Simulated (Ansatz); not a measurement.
**PtSe₂: geometry relaxation (part 1 of 2)**

- system: PtSe₂ (3 atoms in the cell)
- method: DFT r2SCAN, scalar-relativistic, plane waves, PAW (Ansatz 0.2.0)

The structure derives from an entry of the Crystallography Open Database. The run did not end well.

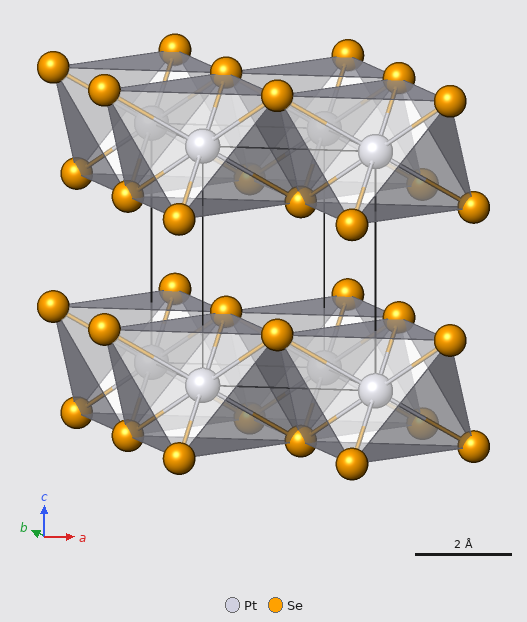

Figure 1. The starting structure (polyhedral view of the cell of the calculation, seen slightly off an axis; polyhedra are completed across the faces of the cell). An atom can appear more than once, as a periodic image.

Input
```yaml
crystal:
  lattice:
    - [3.7240006046, 0.0, 0.0]
    - [-1.8620003023, 3.2250791273, 0.0]
    - [0.0, 0.0, 5.062]
  atoms:
    - { symbol: Pt, position: [0.0, 0.0, 0.0] }
    - { symbol: Se, position: [0.3333333333, 0.6666666667, 0.25] }
    - { symbol: Se, position: [0.6666666667, 0.3333333333, 0.75] }
basis:
  ecutwfc: 500
kpoints:
  mp_grid: { grid: [12, 12, 8] }
hamiltonian:
  xc: r2scan
scf:
  occupations: { method: gaussian, width: 0.1 }
output:
  forces: true
  stress: true
  eigenvalues: true
  write_density: true
  write_potential: true
  elf: true
  volumetric_format: npy
relax:
  adjacent_minimum: "off"
  f_tol: 0.005
  max_steps: 80
  cell: { stress_tol: 0.05 }
```

Launch command:
```bash
ansatz run input.yaml --threads 1 --pin off --max-ram 2560MiB --backend cpu --events-out ev --progress --plain --runs-dir out
```

Output
```
Engine: ansatz 0.2.0, x86_64-unknown-linux-gnu
Pseudopotentials: kind: paw
Pseudopotential: Pt, paw, valence charge 18, recommended cutoff 500 eV (meta_gga), Pt.paw.azcp
Pseudopotential: Se, paw, valence charge 16, recommended cutoff 500 eV (meta_gga), Se.paw.azcp
Functional definition: r2SCAN
  parameter k0 = 0.174
  parameter k1 = 0.065
  parameter a1 = 4.9479
  exchange = r2scan_x(k0 = k0, k1 = k1, a1 = a1)
  correlation = r2scan_c
Crystal: 3 atoms, lattice volume = 60.796 Å³
Basis set: ecut = 500 eV, 1543 PW (Γ), exchange–correlation on 120×120×160 points (64 copies of the dense FFT grid, shifted against one another)
Bands: 30, of which v1, the nominal top of the filled ones, is band 25 counted from 1 (24 counted from 0)
Symmetry: 12 space group operations
Space group: P-3m1 (ITA 164), of the structure as read, at distance tolerance 3.9e-5 Å
k-points: 131 of 1152
Non-local potential: Pt, projectors of the file, l = 0: 3, l = 1: 2, l = 2: 2, l = 3: 1
Non-local potential: Se, projectors of the file, l = 0: 2, l = 1: 2, l = 2: 3, l = 3: 1
PAW form: soft (Blöchl's): semilocal exchange-correlation on the pseudo side does not see the compensation charge
PAW frozen core: Pt, regenerated for the run's functional (the file was generated under x = pbe(κ = 0.804, μ = 0.2195149727645171), c = pbe(β = 0.06672455060314922))
PAW frozen core: Se, regenerated for the run's functional (the file was generated under x = pbe(κ = 0.804, μ = 0.2195149727645171), c = pbe(β = 0.06672455060314922))
PAW one-centre angular grid: Pt, 590 points (default); XC on 160 Gauss nodes
PAW one-centre angular grid: Se, 590 points (default); XC on 160 Gauss nodes
Initial density: superposition of atomic densities (neutral atoms: chi_scale 0, normalization atom), corrected by the library's trained network
Initial wavefunctions: pseudopotential atomic-orbital guess
Functional: x = r2scan, c = r2scan; τ floored in thin density (d = 2e-4 eV/Å³)
SCF iter   1: F=—  HF=-23494.306451 eV  |F-HF|=—  |Δ(HF+E_count)|=         —  Δρ=6.40e-3  dr2=1.09e-2  dr2_τ=5.62e-2  ethr=1.77e-3  ⟨swp⟩=5.5  Hψ=15234  notcnv=0
preconditioner: auto → Kerker (q_TF=auto, 2.641 Å⁻¹)  [metal: Δε(μ)=0.086 eV  Ē_g=10.770 eV  σ=0.100 eV  W_gap=0.44  n_scr=22 (ndim 8)  ℏωp=22.3 eV  f_vac=0.036  D(μ)=0.51/eV (n_scr^D=0)]
SCF iter   2: F=—  HF=-23494.340786 eV  |F-HF|=—  |Δ(HF+E_count)|=   3.43e-2  Δρ=4.28e-3  dr2=5.03e-3  dr2_τ=3.71e-4  ethr=2.17e-5  ⟨swp⟩=2.0  Hψ=8478  notcnv=0  defer=90
SCF iter   3: F=—  HF=-23494.341699 eV  |F-HF|=—  |Δ(HF+E_count)|=   9.13e-4  Δρ=1.38e-3  dr2=9.81e-4  dr2_τ=5.25e-5  ethr=1.01e-5  ⟨swp⟩=1.1  Hψ=3840  notcnv=0  defer=90
SCF iter   4: F=—  HF=-23494.341788 eV  |F-HF|=—  |Δ(HF+E_count)|=   8.98e-5  Δρ=3.51e-4  dr2=7.25e-5  dr2_τ=2.56e-6  ethr=1.96e-6  ⟨swp⟩=2.0  Hψ=5260  notcnv=0  defer=90
SCF iter   5: F=—  HF=-23494.341800 eV  |F-HF|=—  |Δ(HF+E_count)|=   1.16e-5  Δρ=6.87e-5  dr2=3.24e-6  dr2_τ=1.85e-7  ethr=1.45e-7  ⟨swp⟩=2.0  Hψ=5261  notcnv=0  defer=90
SCF iter   6: F=—  HF=-23494.341802 eV  |F-HF|=—  |Δ(HF+E_count)|=   1.97e-6  Δρ=2.64e-5  dr2=3.55e-7  dr2_τ=5.77e-8  ethr=6.47e-9  ⟨swp⟩=2.8  Hψ=6674  notcnv=0  defer=90
SCF iter   7: F=—  HF=-23494.341802 eV  |F-HF|=—  |Δ(HF+E_count)|=   9.72e-8  Δρ=1.30e-5  dr2=1.55e-7  dr2_τ=1.62e-8  ethr=2.00e-10  ⟨swp⟩=11.6  Hψ=32386  notcnv=0
SCF iter   8: F=-23494.341802 eV  HF=-23494.341802 eV  |F-HF|=6.72e-9  |Δ(HF+E_count)|=   7.61e-9  Δρ=3.54e-6  dr2=1.49e-8  dr2_τ=1.01e-10  ethr=2.00e-10  ⟨swp⟩=7.6  Hψ=22357  notcnv=0
SCF 1 converged in 8 iterations: F = -23494.341802 eV  dr2 = 1.49e-8
  greatest PAW one-centre occupation: 1.000 electrons in one spin orbital (limit 2), on the Pt atom at site 0 (counted from 0), in its partial waves of l = 0
relax step   1: F+E_penalty+E_count = -23494.34180207 eV  Δ(F+E_penalty+E_count) = +0.000e0 eV  max|allowed force component| = 3.579e-1 eV/Å  Δτ_max = 0.0000 Å  P = +4.903 GPa  Ω = 60.796 Å³  (8 SCF iters, dr2 threshold 1.00e-7 eV, accepted)
Crystal: 3 atoms, lattice volume = 66.328 Å³
Basis set: ecut = 500 eV, 1651 PW (Γ), exchange–correlation on 120×120×160 points (64 copies of the dense FFT grid, shifted against one another)
Initial density: handed on by an earlier stage of this run
Initial wavefunctions: those handed on with the density
iter 1 solved again at ethr=1.99e-5 eV; its pass at ethr=3.10e-3 eV (dr2=9.93e-3 eV) is discarded
SCF iter   1: F=—  HF=-23494.022894 eV  |F-HF|=—  |Δ(HF+E_count)|=         —  Δρ=5.39e-3  dr2=1.04e-2  dr2_τ=3.28e-1  ethr=1.99e-5  ⟨swp⟩=2.0  Hψ=22316  notcnv=0
preconditioner: auto → Kerker (q_TF=auto, 2.603 Å⁻¹)  [metal: Δε(μ)=0.087 eV  Ē_g=10.282 eV  σ=0.100 eV  W_gap=0.46  n_scr=22 (ndim 8)  ℏωp=21.4 eV  f_vac=0.089  D(μ)=0.19/eV (n_scr^D=0)]
SCF iter   2: F=—  HF=-23494.376642 eV  |F-HF|=—  |Δ(HF+E_count)|=   3.54e-1  Δρ=3.65e-3  dr2=4.63e-3  dr2_τ=3.66e-4  ethr=1.99e-5  ⟨swp⟩=2.1  Hψ=7878  notcnv=0
SCF iter   3: F=—  HF=-23494.377170 eV  |F-HF|=—  |Δ(HF+E_count)|=   5.28e-4  Δρ=1.81e-3  dr2=1.17e-3  dr2_τ=1.12e-4  ethr=9.25e-6  ⟨swp⟩=2.0  Hψ=6144  notcnv=0
SCF iter   4: F=—  HF=-23494.377673 eV  |F-HF|=—  |Δ(HF+E_count)|=   5.03e-4  Δρ=3.79e-4  dr2=1.24e-4  dr2_τ=1.51e-5  ethr=2.34e-6  ⟨swp⟩=2.0  Hψ=6775  notcnv=0
SCF iter   5: F=—  HF=-23494.377650 eV  |F-HF|=—  |Δ(HF+E_count)|=   2.31e-5  Δρ=1.92e-4  dr2=2.85e-5  dr2_τ=6.48e-7  ethr=2.47e-7  ⟨swp⟩=2.0  Hψ=6682  notcnv=0
SCF iter   6: F=—  HF=-23494.377658 eV  |F-HF|=—  |Δ(HF+E_count)|=   8.70e-6  Δρ=5.59e-5  dr2=3.47e-6  dr2_τ=3.19e-7  ethr=5.69e-8  ⟨swp⟩=2.0  Hψ=5348  notcnv=0
SCF iter   7: F=—  HF=-23494.377659 eV  |F-HF|=—  |Δ(HF+E_count)|=   3.37e-7  Δρ=2.96e-5  dr2=1.22e-6  dr2_τ=4.31e-8  ethr=6.93e-9  ⟨swp⟩=2.0  Hψ=6654  notcnv=0
SCF iter   8: F=-23494.377659 eV  HF=-23494.377659 eV  |F-HF|=5.09e-8  |Δ(HF+E_count)|=   2.20e-8  Δρ=1.05e-5  dr2=1.47e-7  dr2_τ=3.31e-9  ethr=6.00e-10  ⟨swp⟩=7.0  Hψ=27510  notcnv=0
the search or the solves at the SCF's close seem to have found levels that the self-consistency loop had missed (the run counts 2). By its estimate they hold under 1e-12 electrons; where the run keeps them, the occupations were computed again with them
SCF 2 converged in 8 iterations: F = -23494.377659 eV  dr2 = 1.47e-7
relax step   2: F+E_penalty+E_count = -23494.37765852 eV  Δ(F+E_penalty+E_count) = -3.586e-2 eV  max|allowed force component| = 1.096e-1 eV/Å  Δτ_max = 0.0492 Å  P = -2.256 GPa  Ω = 66.328 Å³  energy of the carried Pulay correction = -7.909e-4 eV  (8 SCF iters, dr2 threshold 3.00e-7 eV, accepted)
Crystal: 3 atoms, lattice volume = 65.530 Å³
iter 1 solved again at ethr=2.84e-6 eV; its pass at ethr=3.10e-3 eV (dr2=1.42e-3 eV) is discarded
SCF iter   1: F=—  HF=-23494.382899 eV  |F-HF|=—  |Δ(HF+E_count)|=         —  Δρ=1.84e-3  dr2=1.41e-3  dr2_τ=1.83e-2  ethr=2.84e-6  ⟨swp⟩=1.8  Hψ=21611  notcnv=0
preconditioner: auto → Kerker (q_TF=auto, 2.608 Å⁻¹)  [metal: Δε(μ)=0.085 eV  Ē_g=10.438 eV  σ=0.100 eV  W_gap=0.43  n_scr=22 (ndim 8)  ℏωp=21.5 eV  f_vac=0.071  D(μ)=0.13/eV (n_scr^D=0)]
SCF iter   2: F=—  HF=-23494.396715 eV  |F-HF|=—  |Δ(HF+E_count)|=   1.38e-2  Δρ=1.05e-3  dr2=4.97e-4  dr2_τ=3.54e-5  ethr=2.83e-6  ⟨swp⟩=2.0  Hψ=7206  notcnv=0
SCF iter   3: F=—  HF=-23494.396777 eV  |F-HF|=—  |Δ(HF+E_count)|=   6.22e-5  Δρ=2.91e-4  dr2=1.24e-4  dr2_τ=4.17e-6  ethr=9.93e-7  ⟨swp⟩=2.4  Hψ=5152  notcnv=0
SCF iter   4: F=—  HF=-23494.396756 eV  |F-HF|=—  |Δ(HF+E_count)|=   2.12e-5  Δρ=1.25e-4  dr2=2.96e-5  dr2_τ=6.50e-7  ethr=2.49e-7  ⟨swp⟩=2.1  Hψ=4697  notcnv=0
SCF iter   5: F=—  HF=-23494.396754 eV  |F-HF|=—  |Δ(HF+E_count)|=   2.68e-6  Δρ=4.04e-5  dr2=2.23e-6  dr2_τ=9.05e-8  ethr=5.91e-8  ⟨swp⟩=2.0  Hψ=5093  notcnv=0
SCF iter   6: F=—  HF=-23494.396754 eV  |F-HF|=—  |Δ(HF+E_count)|=   1.38e-7  Δρ=1.82e-5  dr2=3.77e-7  dr2_τ=7.93e-9  ethr=4.45e-9  ⟨swp⟩=2.0  Hψ=6678  notcnv=0
SCF iter   7: F=-23494.396754 eV  HF=-23494.396754 eV  |F-HF|=5.07e-8  |Δ(HF+E_count)|=   3.71e-8  Δρ=7.85e-6  dr2=6.04e-8  dr2_τ=4.93e-9  ethr=6.00e-10  ⟨swp⟩=9.1  Hψ=31548  notcnv=0
SCF 3 converged in 7 iterations: F = -23494.396754 eV  dr2 = 6.04e-8
  Residual-converged pass: ⟨swp⟩=1.0  Hψ=4455  notcnv=0  max |occ|·‖R‖ = 7.0e-9 eV (tolerance 1.0e-8 eV)  dr2=6.04e-8  dr2_τ=4.93e-9  dr2_onsite=4.91e-8  max |Δocc| = 1.2e-11
relax step   3: F+E_penalty+E_count = -23494.39675369 eV  Δ(F+E_penalty+E_count) = -1.910e-2 eV  max|allowed force component| = 9.673e-2 eV/Å  Δτ_max = 0.0053 Å  P = -0.660 GPa  Ω = 65.530 Å³  energy of the carried Pulay correction = -6.811e-4 eV  (7 SCF iters, dr2 threshold 3.00e-7 eV, accepted)
Crystal: 3 atoms, lattice volume = 66.287 Å³
Basis set: ecut = 500 eV, 1665 PW (Γ), exchange–correlation on 120×120×160 points (64 copies of the dense FFT grid, shifted against one another)
iter 1 solved again at ethr=7.25e-6 eV; its pass at ethr=3.10e-3 eV (dr2=3.63e-3 eV) is discarded
SCF iter   1: F=—  HF=-23494.365649 eV  |F-HF|=—  |Δ(HF+E_count)|=         —  Δρ=2.95e-3  dr2=3.44e-3  dr2_τ=4.30e-2  ethr=7.25e-6  ⟨swp⟩=2.0  Hψ=22319  notcnv=0
preconditioner: auto → Resta (q_TF=auto, 2.603 Å⁻¹)  ε∞=5.2  [insulator: Δε(μ)=0.303 eV  Ē_g=10.468 eV  σ=0.100 eV  W_gap=0.96  n_scr=22 (ndim 8)  ℏωp=21.4 eV  f_vac=0.092  D(μ)=0.01/eV (n_scr^D=0)  ε∞_Penn≈5.2]
SCF iter   2: F=—  HF=-23494.406365 eV  |F-HF|=—  |Δ(HF+E_count)|=   4.07e-2  Δρ=1.56e-3  dr2=7.15e-4  dr2_τ=9.81e-5  ethr=6.88e-6  ⟨swp⟩=2.0  Hψ=7862  notcnv=0
SCF iter   3: F=—  HF=-23494.406669 eV  |F-HF|=—  |Δ(HF+E_count)|=   3.04e-4  Δρ=7.78e-4  dr2=1.85e-4  dr2_τ=1.70e-5  ethr=1.43e-6  ⟨swp⟩=2.6  Hψ=5080  notcnv=0
SCF iter   4: F=—  HF=-23494.406785 eV  |F-HF|=—  |Δ(HF+E_count)|=   1.16e-4  Δρ=1.27e-4  dr2=1.66e-5  dr2_τ=2.30e-6  ethr=3.70e-7  ⟨swp⟩=2.7  Hψ=7082  notcnv=0
SCF iter   5: F=—  HF=-23494.406785 eV  |F-HF|=—  |Δ(HF+E_count)|=   1.17e-7  Δρ=4.65e-5  dr2=1.36e-6  dr2_τ=1.06e-7  ethr=3.32e-8  ⟨swp⟩=3.0  Hψ=7093  notcnv=0
SCF iter   6: F=-23494.406785 eV  HF=-23494.406785 eV  |F-HF|=1.96e-9  |Δ(HF+E_count)|=   6.36e-7  Δρ=1.17e-5  dr2=1.01e-7  dr2_τ=3.57e-9  ethr=6.00e-10  ⟨swp⟩=10.9  Hψ=35555  notcnv=0
SCF 4 converged in 6 iterations: F = -23494.406785 eV  dr2 = 1.01e-7
  Residual-converged pass: ⟨swp⟩=1.0  Hψ=4454  notcnv=0  max |occ|·‖R‖ = 7.1e-9 eV (tolerance 1.0e-8 eV)  dr2=1.01e-7  dr2_τ=3.57e-9  dr2_onsite=3.87e-8  max |Δocc| = 9.4e-13
relax step   4: F+E_penalty+E_count = -23494.40678538 eV  Δ(F+E_penalty+E_count) = -1.003e-2 eV  max|allowed force component| = 2.375e-2 eV/Å  Δτ_max = 0.0270 Å  P = +0.611 GPa  Ω = 66.287 Å³  energy of the carried Pulay correction = -7.853e-4 eV  (6 SCF iters, dr2 threshold 3.00e-7 eV, accepted)
Crystal: 3 atoms, lattice volume = 67.669 Å³
Basis set: ecut = 500 eV, 1725 PW (Γ), exchange–correlation on 120×120×160 points (64 copies of the dense FFT grid, shifted against one another)
iter 1 solved again at ethr=5.48e-6 eV; its pass at ethr=3.10e-3 eV (dr2=2.74e-3 eV) is discarded
SCF iter   1: F=—  HF=-23494.364409 eV  |F-HF|=—  |Δ(HF+E_count)|=         —  Δρ=2.68e-3  dr2=2.52e-3  dr2_τ=4.47e-2  ethr=5.48e-6  ⟨swp⟩=2.0  Hψ=22859  notcnv=0
preconditioner: auto → Resta (q_TF=auto, 2.594 Å⁻¹)  ε∞=5.1  [insulator: Δε(μ)=0.495 eV  Ē_g=10.447 eV  σ=0.100 eV  W_gap=1.00  n_scr=22 (ndim 8)  ℏωp=21.2 eV  f_vac=0.117  D(μ)=0.00/eV (n_scr^D=0)  ε∞_Penn≈5.1]
SCF iter   2: F=—  HF=-23494.410681 eV  |F-HF|=—  |Δ(HF+E_count)|=   4.63e-2  Δρ=1.54e-3  dr2=6.55e-4  dr2_τ=5.71e-5  ethr=5.03e-6  ⟨swp⟩=2.1  Hψ=7869  notcnv=0
SCF iter   3: F=—  HF=-23494.411012 eV  |F-HF|=—  |Δ(HF+E_count)|=   3.31e-4  Δρ=6.90e-4  dr2=1.32e-4  dr2_τ=2.00e-5  ethr=1.31e-6  ⟨swp⟩=2.1  Hψ=4936  notcnv=0
SCF iter   4: F=—  HF=-23494.411120 eV  |F-HF|=—  |Δ(HF+E_count)|=   1.08e-4  Δρ=1.73e-4  dr2=2.82e-5  dr2_τ=5.01e-6  ethr=2.64e-7  ⟨swp⟩=2.0  Hψ=6871  notcnv=0
SCF iter   5: F=—  HF=-23494.411117 eV  |F-HF|=—  |Δ(HF+E_count)|=   2.46e-6  Δρ=5.28e-5  dr2=1.76e-6  dr2_τ=8.47e-8  ethr=5.64e-8  ⟨swp⟩=3.0  Hψ=7186  notcnv=0
SCF iter   6: F=-23494.411118 eV  HF=-23494.411118 eV  |F-HF|=1.03e-7  |Δ(HF+E_count)|=   1.02e-6  Δρ=1.55e-5  dr2=1.60e-7  dr2_τ=8.33e-9  ethr=6.00e-10  ⟨swp⟩=11.8  Hψ=39696  notcnv=0
SCF 5 converged in 6 iterations: F = -23494.411118 eV  dr2 = 1.60e-7
relax step   5: F+E_penalty+E_count = -23494.41111833 eV  Δ(F+E_penalty+E_count) = -4.333e-3 eV  max|allowed force component| = 5.225e-2 eV/Å  Δτ_max = 0.0267 Å  P = +0.747 GPa  Ω = 67.669 Å³  energy of the carried Pulay correction = -9.724e-4 eV  (6 SCF iters, dr2 threshold 3.00e-7 eV, accepted)
Crystal: 3 atoms, lattice volume = 68.937 Å³
Basis set: ecut = 500 eV, 1773 PW (Γ), exchange–correlation on 120×120×160 points (64 copies of the dense FFT grid, shifted against one another)
iter 1 solved again at ethr=2.20e-6 eV; its pass at ethr=3.10e-3 eV (dr2=1.10e-3 eV) is discarded
SCF iter   1: F=—  HF=-23494.388308 eV  |F-HF|=—  |Δ(HF+E_count)|=         —  Δρ=1.77e-3  dr2=1.11e-3  dr2_τ=2.35e-2  ethr=2.20e-6  ⟨swp⟩=2.1  Hψ=23627  notcnv=0
preconditioner: auto → Resta (q_TF=auto, 2.586 Å⁻¹)  ε∞=5.1  [insulator: Δε(μ)=0.586 eV  Ē_g=10.407 eV  σ=0.100 eV  W_gap=1.00  n_scr=22 (ndim 8)  ℏωp=21.0 eV  f_vac=0.135  D(μ)=0.00/eV (n_scr^D=0)  ε∞_Penn≈5.1]
SCF iter   2: F=—  HF=-23494.412862 eV  |F-HF|=—  |Δ(HF+E_count)|=   2.46e-2  Δρ=1.08e-3  dr2=3.40e-4  dr2_τ=2.44e-5  ethr=2.20e-6  ⟨swp⟩=2.1  Hψ=7865  notcnv=0
SCF iter   3: F=—  HF=-23494.413030 eV  |F-HF|=—  |Δ(HF+E_count)|=   1.68e-4  Δρ=4.58e-4  dr2=6.11e-5  dr2_τ=1.07e-5  ethr=6.80e-7  ⟨swp⟩=2.1  Hψ=5099  notcnv=0
SCF iter   4: F=—  HF=-23494.413075 eV  |F-HF|=—  |Δ(HF+E_count)|=   4.46e-5  Δρ=1.58e-4  dr2=2.37e-5  dr2_τ=4.47e-6  ethr=1.22e-7  ⟨swp⟩=2.0  Hψ=7131  notcnv=0
SCF iter   5: F=—  HF=-23494.413072 eV  |F-HF|=—  |Δ(HF+E_count)|=   3.39e-6  Δρ=4.14e-5  dr2=1.15e-6  dr2_τ=4.21e-8  ethr=4.74e-8  ⟨swp⟩=3.0  Hψ=7237  notcnv=0
SCF iter   6: F=-23494.413072 eV  HF=-23494.413072 eV  |F-HF|=8.68e-8  |Δ(HF+E_count)|=   7.58e-7  Δρ=1.29e-5  dr2=1.12e-7  dr2_τ=6.21e-9  ethr=6.00e-10  ⟨swp⟩=11.3  Hψ=37879  notcnv=0
SCF 6 converged in 6 iterations: F = -23494.413072 eV  dr2 = 1.12e-7
  Residual-converged pass: ⟨swp⟩=1.0  Hψ=4463  notcnv=0  max |occ|·‖R‖ = 7.0e-9 eV (tolerance 1.0e-8 eV)  dr2=1.12e-7  dr2_τ=6.21e-9  dr2_onsite=1.51e-7  max |Δocc| = 3.1e-15
relax step   6: F+E_penalty+E_count = -23494.41307231 eV  Δ(F+E_penalty+E_count) = -1.954e-3 eV  max|allowed force component| = 1.694e-2 eV/Å  Δτ_max = 0.0178 Å  P = +0.289 GPa  Ω = 68.937 Å³  energy of the carried Pulay correction = -1.141e-3 eV  (6 SCF iters, dr2 threshold 3.00e-7 eV, accepted)
Crystal: 3 atoms, lattice volume = 69.538 Å³
iter 1 solved again at ethr=4.67e-7 eV; its pass at ethr=3.10e-3 eV (dr2=2.33e-4 eV) is discarded
```
